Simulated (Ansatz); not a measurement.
System: SrO, space group Fm-3m (No. 225) (one of a set of cubic test structures, which need not be the stable phase).

Calculation (Ansatz 0.2.0 development build): equation of state of a cubic crystal from periodic Kohn-Sham density functional theory without spin, third-order Birch-Murnaghan fit to the free energies; pressure corrected for the finite basis. Level: HSE06.

```
                setting                   value
         structure type               rock salt
          atoms in cell                       2
     space group number                     225
       lattice centring  face-centred primitive
                 k mesh                   4×4×4
      occupation method             Fermi–Dirac
       occupation width                 0.05 eV
            wave cutoff                  420 eV
               datasets              soft-1 PAW
      density tolerance                    0 eV
                  bands                      12
   density cutoff ratio                       4
search for lower states                 default
   exchange singularity             regularized
```

Describe the result: the energy above the lowest point and pressure against volume. The volume takes the values 16.17, 16.70, 17.22, 17.75, 18.28 Å³/atom.

A third-order Birch–Murnaghan fit gives V0 = 17.11 Å³/atom, B0 = 92.3 GPa and B′ = 4.3. The energy above the lowest point is 16.4 meV/atom at volume 16.17 Å³/atom and 20.2 meV/atom at 18.28 Å³/atom; the lowest computed point is at volume 17.22 Å³/atom (0.0 meV/atom), and no other minimum shows. The pressure falls from 5.9 GPa at volume 16.17 Å³/atom to −5.3 GPa at 18.28 Å³/atom, and changes sign near 17.12 Å³/atom.

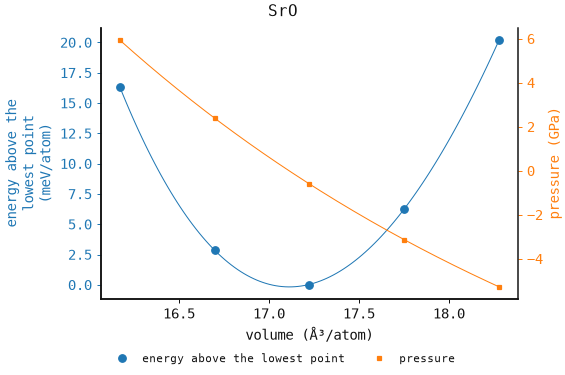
